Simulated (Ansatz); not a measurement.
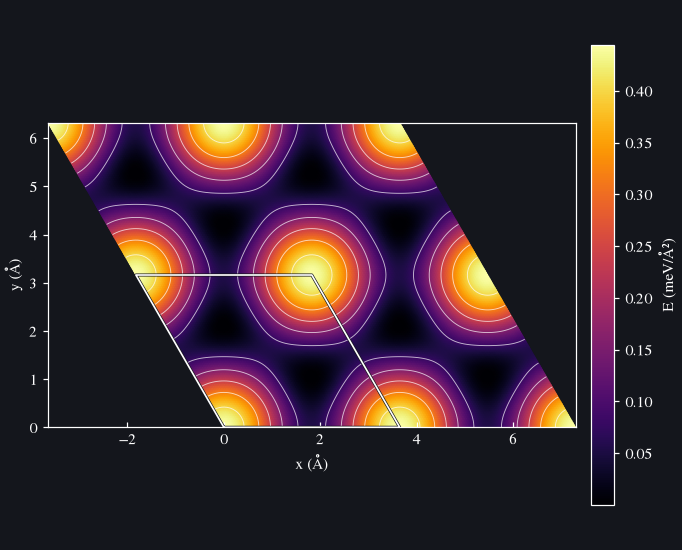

A bilayer of two ZrS₂ sheets (1T type), the upper one turned by 180 degrees about the normal (6 atoms in the cell). The upper layer of a bilayer is slid over the lower one; relaxed at each slide: nothing; the origin of the map has S4 above S3; the distance between the facing planes is held at 3.84 Å. Places are given modulo a cell vector. The map is drawn in real space over the plane of the slide. The scan uses a 6 × 6 grid; 7 points were computed and 29 follow by symmetry. Energies: meV/Å², counted from the lowest grid point. At a held distance the lowest stacking need not be the one that binds best once the distance relaxes. Method: Ansatz, DFT PBE+D3(BJ), scalar-relativistic, plane waves, PAW. Settings: cutoff 420 eV, k-mesh 9×9×1, gaussian smearing 0.05 eV, no spin polarisation.

Drawn: a smooth colour map with a few white contour lines, the outline of one cell of the 2 × 2 shown. Between grid points the surface is interpolated.

The lowest grid point is at (2/6, 4/6) of the cell vectors; the map holds 2 wells of about this depth. It is the only kind of minimum in the scanned range. The highest grid point, (0/6, 0/6) of the cell vectors, lies 0.444 meV/Å² above the lowest. On the interpolated surface the easiest way out of the lowest well to a well of about the same depth near (4/6, 2/6) of the cell vectors passes a barrier of about 0.055 meV/Å². Facing atoms of the upper layer at the lowest point: S above S of a deeper plane, the Zr behind them above S; at the highest: S above S, the Zr behind them above Zr.

The scan is repeated with another setting: the distance between the facing planes is held at 3.29 Å; all else is set up alike.

What will the new map look like?

The lowest place stays at (2/6, 4/6) of the cell vectors. The span from the lowest to the highest grid point grows from 0.444 to 3.618 meV/Å². The easiest pass out of the lowest well goes from about 0.055 to about 0.4 meV/Å² on the interpolated surfaces. Closer layers feel more of the short-range repulsion between facing atoms, which depends on the stacking. In the new map: facing atoms of the upper layer at the lowest point: S above S of a deeper plane, the Zr behind them above S; at the highest: S above S, the Zr behind them above Zr.

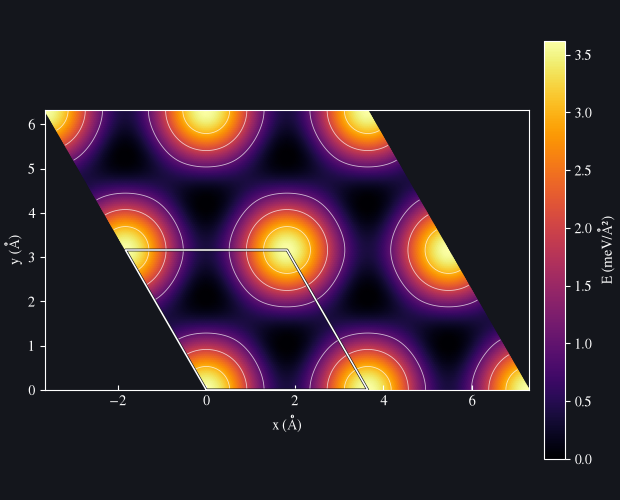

The map after the change, on a colour scale of its own. In the figure: a smooth colour map with a few white contour lines, the outline of one cell of the 2 × 2 shown. Between grid points the surface is interpolated.

PAW datasets: the set soft_1.
